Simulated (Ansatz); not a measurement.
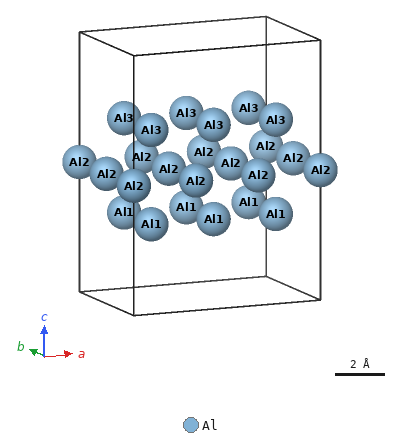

*The structure as given in the input (spheres-only view of the 3 × 2 repeat of the cell, with the vacuum cut short, seen slightly off an axis; atoms are numbered from 1 in the order of the input). An atom can appear more than once, as a periodic image.*

# Geometry relaxation, with input and output: Al (part 1 of 2)

The run: geometry relaxation of Al (slab, 3 atoms in the cell). Method and program: DFT, LDA, plane waves, PAW, PAW set soft_1, no spin polarisation (Ansatz 0.2.0).

The structure derives from an entry of the Crystallography Open Database. The input holds or restrains some coordinates. Forces given for the steps count only the free coordinates. Figures and captions count atoms from 1; the log counts them from 0 in places.

Log
```
Warning: [file] the record states the generating functional pbe (its physics header spells it `PBE`), which answers neither for hamiltonian.xc's functional nor for the lda family's — results may be inconsistent (PPs are generated against a specific XC)
Engine: ansatz 0.2.0, aarch64-unknown-linux-gnu
Pseudopotentials: kind: paw
Pseudopotential: Al, paw, valence charge 3, recommended cutoff 420 eV (normal), [file]
Functional definition: SPW92
  exchange = slater_x
  correlation = pw_c
Crystal: 3 atoms, lattice volume = 142.732 Å³
Basis set: ecut = 420 eV, 2841 PW (Γ)
Bands: 9, of which v1, the nominal top of the filled ones, is band 5 counted from 1 (4 counted from 0)
Symmetry: 8 space group operations
k-points: 15 of 100
Non-local potential: Al, projectors of the file, l = 0: 2, l = 1: 2, l = 2: 1
PAW form: soft (Blöchl's): semilocal exchange-correlation on the pseudo side does not see the compensation charge
PAW frozen core: Al, regenerated for the run's functional, and the local potential with it (the file was generated under x = pbe(κ = 0.804, μ = 0.2195149727645171), c = pbe(β = 0.06672455060314922))
PAW one-centre angular grid: Al, 110 points (default); XC on 64 Gauss nodes
Initial density: superposition of atomic densities (neutral atoms: chi_scale 0, normalization atom)
Initial wavefunctions: pseudopotential atomic-orbital guess
Functional: x = slater, c = lda
SCF iter   1: F=—  HF=-1538.176906 eV  |F-HF|=—  |Δ(HF+E_count)|=         —  Δρ=1.76e-2  dr2=3.34e0  ethr=3.10e-3  p=0.000 e·Å  D=4.89e-15 V/Å  ΔV_dip=-0.00 eV  dr2_dipole=2.05e-8  V_vac-E_F(+/−)=6.71/6.71 eV  ⟨swp⟩=8.3  Hψ=1389  notcnv=0
efield: sawtooth ramp at fractional position 0.9800 (placed from the atoms, in the widest stretch of the axis that holds none; the zero of the levels goes with the place), width 0.0400; the density the first Hamiltonian is built on has a dipole p = 0.000 e·Å; the dipole correction subtracts the counter field D = 4.89e-15 V/Å, which shifts the + side's vacuum level by -0.00 eV against the − side's; the planar-averaged density in the ramp window peaks in size at 3.4e-8 e/Å³
preconditioner: auto → LDOS  [metal: Δε(μ)=0.015 eV  Ē_g=7.312 eV  σ=0.100 eV  W_gap=0.08  n_scr=8 (ndim 8)  ℏωp=9.3 eV  f_vac=0.472  D(μ)=1.78/eV (n_scr^D=8)  β→1.0]
SCF iter   2: F=—  HF=-1537.580541 eV  |F-HF|=—  |Δ(HF+E_count)|=   5.96e-1  Δρ=1.10e-2  dr2=5.11e-1  ethr=3.10e-3  p=0.000 e·Å  D=3.38e-5 V/Å  ΔV_dip=-0.00 eV  dr2_dipole=3.18e-8  V_vac-E_F(+/−)=4.17/4.17 eV  ⟨swp⟩=3.9  Hψ=421  notcnv=0  defer=4
SCF iter   3: F=—  HF=-1537.503908 eV  |F-HF|=—  |Δ(HF+E_count)|=   7.66e-2  Δρ=1.94e-3  dr2=2.05e-2  ethr=3.10e-3  p=-0.000 e·Å  D=-6.13e-5 V/Å  ΔV_dip=0.00 eV  dr2_dipole=2.78e-7  V_vac-E_F(+/−)=4.76/4.76 eV  ⟨swp⟩=2.3  Hψ=277  notcnv=0  defer=2
SCF iter   4: F=—  HF=-1537.502740 eV  |F-HF|=—  |Δ(HF+E_count)|=   1.17e-3  Δρ=3.17e-4  dr2=4.15e-4  ethr=2.28e-4  p=0.000 e·Å  D=9.03e-6 V/Å  ΔV_dip=-0.00 eV  dr2_dipole=4.03e-10  V_vac-E_F(+/−)=4.68/4.68 eV  ⟨swp⟩=1.9  Hψ=228  notcnv=0  defer=3
SCF iter   5: F=-1537.502765 eV  HF=-1537.502779 eV  |F-HF|=1.43e-5  |Δ(HF+E_count)|=   3.91e-5  Δρ=6.82e-5  dr2=2.13e-5  ethr=2.50e-7  p=-0.000 e·Å  D=-6.88e-6 V/Å  ΔV_dip=0.00 eV  dr2_dipole=2.43e-9  V_vac-E_F(+/−)=4.68/4.68 eV  ⟨swp⟩=8.8  Hψ=1101  notcnv=0
SCF 1 converged in 5 iterations: F = -1537.502765 eV  dr2 = 2.13e-5
  greatest PAW one-centre occupation: 0.491 electrons in one spin orbital (limit 2), on the Al atom at site 0 (counted from 0), in its partial waves of l = 0
relax step   1: F+E_penalty+E_count = -1537.50276507 eV  Δ(F+E_penalty+E_count) = +0.000e0 eV  max|allowed force component| = 9.601e-2 eV/Å  Δτ_max = 0.0000 Å  (5 SCF iters, dr2 threshold 2.25e-5 eV, accepted)
Initial density: handed on by an earlier stage of this run
Initial wavefunctions: those handed on with the density
iter 1 solved again at ethr=2.36e-4 eV; its pass at ethr=3.10e-3 eV (dr2=2.13e-2 eV) is discarded
SCF iter   1: F=—  HF=-1537.510819 eV  |F-HF|=—  |Δ(HF+E_count)|=         —  Δρ=1.32e-3  dr2=2.09e-2  ethr=2.36e-4  p=-0.000 e·Å  D=-6.87e-6 V/Å  ΔV_dip=0.00 eV  dr2_dipole=3.25e-3  V_vac-E_F(+/−)=4.57/4.57 eV  ⟨swp⟩=1.3  Hψ=883  notcnv=0  defer=4
efield: sawtooth ramp at fractional position 0.9800 (handed on by an earlier solve), width 0.0400; the density the first Hamiltonian is built on has a dipole p = -0.000 e·Å; the dipole correction subtracts the counter field D = -6.87e-6 V/Å, which shifts the + side's vacuum level by +0.00 eV against the − side's; the planar-averaged density in the ramp window peaks in size at 9.7e-7 e/Å³
preconditioner: auto → LDOS  [metal: Δε(μ)=0.092 eV  Ē_g=6.885 eV  σ=0.100 eV  W_gap=0.46  n_scr=8 (ndim 8)  ℏωp=9.3 eV  f_vac=0.490  D(μ)=1.39/eV (n_scr^D=6)  β→1.0]
SCF iter   2: F=—  HF=-1537.510975 eV  |F-HF|=—  |Δ(HF+E_count)|=   1.56e-4  Δρ=1.24e-3  dr2=2.31e-2  ethr=2.32e-4  p=-0.008 e·Å  D=-1.00e-2 V/Å  ΔV_dip=0.18 eV  dr2_dipole=7.07e-3  V_vac-E_F(+/−)=4.81/4.63 eV  ⟨swp⟩=2.4  Hψ=195  notcnv=0  defer=4
SCF iter   3: F=—  HF=-1537.507978 eV  |F-HF|=—  |Δ(HF+E_count)|=   3.00e-3  Δρ=2.95e-4  dr2=3.66e-4  ethr=2.32e-4  p=-0.001 e·Å  D=-1.06e-3 V/Å  ΔV_dip=0.02 eV  dr2_dipole=1.78e-6  V_vac-E_F(+/−)=4.64/4.62 eV  ⟨swp⟩=1.3  Hψ=140  notcnv=0  defer=4
SCF iter   4: F=—  HF=-1537.507937 eV  |F-HF|=—  |Δ(HF+E_count)|=   4.11e-5  Δρ=1.06e-4  dr2=1.87e-4  ethr=4.06e-6  p=-0.001 e·Å  D=-7.19e-4 V/Å  ΔV_dip=0.01 eV  dr2_dipole=4.68e-5  V_vac-E_F(+/−)=4.59/4.58 eV  ⟨swp⟩=2.4  Hψ=201  notcnv=0  defer=4
SCF iter   5: F=—  HF=-1537.507916 eV  |F-HF|=—  |Δ(HF+E_count)|=   2.08e-5  Δρ=4.29e-5  dr2=3.30e-6  ethr=2.08e-6  p=0.000 e·Å  D=2.18e-4 V/Å  ΔV_dip=-0.00 eV  dr2_dipole=5.98e-7  V_vac-E_F(+/−)=4.60/4.60 eV  ⟨swp⟩=1.3  Hψ=138  notcnv=0  defer=4
SCF iter   6: F=—  HF=-1537.507919 eV  |F-HF|=—  |Δ(HF+E_count)|=   2.55e-6  Δρ=1.13e-5  dr2=1.49e-6  ethr=3.66e-8  p=-0.000 e·Å  D=-1.03e-4 V/Å  ΔV_dip=0.00 eV  dr2_dipole=8.40e-7  V_vac-E_F(+/−)=4.60/4.60 eV  ⟨swp⟩=2.3  Hψ=197  notcnv=0  defer=4
SCF iter   7: F=—  HF=-1537.507919 eV  |F-HF|=—  |Δ(HF+E_count)|=   4.67e-8  Δρ=4.27e-6  dr2=2.33e-7  ethr=1.66e-8  p=-0.000 e·Å  D=-3.17e-5 V/Å  ΔV_dip=0.00 eV  dr2_dipole=1.37e-7  V_vac-E_F(+/−)=4.60/4.60 eV  ⟨swp⟩=1.1  Hψ=136  notcnv=0  defer=4
SCF iter   8: F=-1537.507919 eV  HF=-1537.507919 eV  |F-HF|=5.00e-9  |Δ(HF+E_count)|=   7.64e-9  Δρ=5.87e-7  dr2=3.91e-9  ethr=1.11e-9  p=0.000 e·Å  D=1.35e-5 V/Å  ΔV_dip=-0.00 eV  dr2_dipole=1.78e-9  V_vac-E_F(+/−)=4.60/4.60 eV  ⟨swp⟩=8.1  Hψ=752  notcnv=0
SCF 2 converged in 8 iterations: F = -1537.507919 eV  dr2 = 3.91e-9
  greatest PAW one-centre occupation: 0.493 electrons in one spin orbital (limit 2), on the Al atom at site 2 (counted from 0), in its partial waves of l = 0
relax step   2: F+E_penalty+E_count = -1537.50791858 eV  Δ(F+E_penalty+E_count) = -5.154e-3 eV  max|allowed force component| = 3.146e-2 eV/Å  Δτ_max = 0.0691 Å  (8 SCF iters, accepted)
SCF iter   1: F=—  HF=-1537.508140 eV  |F-HF|=—  |Δ(HF+E_count)|=         —  Δρ=5.85e-4  dr2=3.98e-3  ethr=7.36e-4  p=0.000 e·Å  D=1.36e-5 V/Å  ΔV_dip=-0.00 eV  dr2_dipole=1.03e-3  V_vac-E_F(+/−)=4.53/4.53 eV  ⟨swp⟩=3.1  Hψ=514  notcnv=0  defer=4
efield: sawtooth ramp at fractional position 0.9800 (handed on by an earlier solve), width 0.0400; the density the first Hamiltonian is built on has a dipole p = 0.000 e·Å; the dipole correction subtracts the counter field D = 1.36e-5 V/Å, which shifts the + side's vacuum level by -0.00 eV against the − side's; the planar-averaged density in the ramp window peaks in size at 1.1e-6 e/Å³
preconditioner: auto → LDOS  [metal: Δε(μ)=0.078 eV  Ē_g=6.862 eV  σ=0.100 eV  W_gap=0.40  n_scr=8 (ndim 8)  ℏωp=9.3 eV  f_vac=0.489  D(μ)=1.40/eV (n_scr^D=6)  β→1.0]
SCF iter   2: F=—  HF=-1537.508136 eV  |F-HF|=—  |Δ(HF+E_count)|=   3.50e-6  Δρ=4.79e-4  dr2=4.53e-3  ethr=4.42e-5  p=-0.005 e·Å  D=-6.13e-3 V/Å  ΔV_dip=0.11 eV  dr2_dipole=2.57e-3  V_vac-E_F(+/−)=4.59/4.48 eV  ⟨swp⟩=2.1  Hψ=297  notcnv=0  defer=4
SCF iter   3: F=—  HF=-1537.507926 eV  |F-HF|=—  |Δ(HF+E_count)|=   2.10e-4  Δρ=3.24e-4  dr2=3.83e-3  ethr=4.42e-5  p=0.004 e·Å  D=5.30e-3 V/Å  ΔV_dip=-0.10 eV  dr2_dipole=2.40e-3  V_vac-E_F(+/−)=4.46/4.55 eV  ⟨swp⟩=1.9  Hψ=167  notcnv=0  defer=4
SCF iter   4: F=—  HF=-1537.507706 eV  |F-HF|=—  |Δ(HF+E_count)|=   2.19e-4  Δρ=1.78e-4  dr2=9.68e-4  ethr=4.26e-5  p=0.002 e·Å  D=2.48e-3 V/Å  ΔV_dip=-0.04 eV  dr2_dipole=5.28e-4  V_vac-E_F(+/−)=4.47/4.52 eV  ⟨swp⟩=1.0  Hψ=131  notcnv=0  defer=4
SCF iter   5: F=—  HF=-1537.507621 eV  |F-HF|=—  |Δ(HF+E_count)|=   8.48e-5  Δρ=4.90e-5  dr2=6.69e-5  ethr=1.08e-5  p=0.001 e·Å  D=6.38e-4 V/Å  ΔV_dip=-0.01 eV  dr2_dipole=3.76e-5  V_vac-E_F(+/−)=4.50/4.51 eV  ⟨swp⟩=1.0  Hψ=131  notcnv=0  defer=4
SCF iter   6: F=—  HF=-1537.507616 eV  |F-HF|=—  |Δ(HF+E_count)|=   5.82e-6  Δρ=1.10e-5  dr2=7.78e-7  ethr=7.43e-7  p=0.000 e·Å  D=4.64e-5 V/Å  ΔV_dip=-0.00 eV  dr2_dipole=3.31e-7  V_vac-E_F(+/−)=4.51/4.51 eV  ⟨swp⟩=1.5  Hψ=151  notcnv=0  defer=4
iter 7 did not close the SCF: its close was put off until two iterations running show no level that it waits for move by more than its bar (scf_convergence_deferred on its scf_iter line)
SCF iter   7: F=-1537.507616 eV  HF=-1537.507616 eV  |F-HF|=3.13e-8  |Δ(HF+E_count)|=   1.11e-7  Δρ=3.38e-6  dr2=1.79e-8  ethr=1.11e-9  p=-0.000 e·Å  D=-1.35e-5 V/Å  ΔV_dip=0.00 eV  dr2_dipole=2.26e-10  V_vac-E_F(+/−)=4.51/4.51 eV  ⟨swp⟩=7.0  Hψ=923  notcnv=0
iter 8 did not close the SCF: its close was put off until two iterations running show no level that it waits for move by more than its bar (scf_convergence_deferred on its scf_iter line)
SCF iter   8: F=-1537.507616 eV  HF=-1537.507616 eV  |F-HF|=6.73e-9  |Δ(HF+E_count)|=   3.61e-8  Δρ=1.02e-6  dr2=6.03e-9  ethr=1.99e-10  p=-0.000 e·Å  D=-2.93e-6 V/Å  ΔV_dip=0.00 eV  dr2_dipole=3.60e-9  V_vac-E_F(+/−)=4.51/4.51 eV  ⟨swp⟩=3.1  Hψ=497  notcnv=0
SCF iter   9: F=-1537.507616 eV  HF=-1537.507616 eV  |F-HF|=6.96e-10  |Δ(HF+E_count)|=  9.72e-10  Δρ=3.63e-7  dr2=6.52e-10  ethr=6.70e-11  p=-0.000 e·Å  D=-9.76e-6 V/Å  ΔV_dip=0.00 eV  dr2_dipole=3.61e-10  V_vac-E_F(+/−)=4.51/4.51 eV  ⟨swp⟩=2.2  Hψ=410  notcnv=0
SCF 3 converged in 9 iterations: F = -1537.507616 eV  dr2 = 6.52e-10
  greatest PAW one-centre occupation: 0.494 electrons in one spin orbital (limit 2), on the Al atom at site 0 (counted from 0), in its partial waves of l = 0
relax step   3: F+E_penalty+E_count = -1537.50761577 eV  Δ(F+E_penalty+E_count) = +3.028e-4 eV  max|allowed force component| = 5.065e-2 eV/Å  Δτ_max = 0.0383 Å  (9 SCF iters, rejected (line search))
```
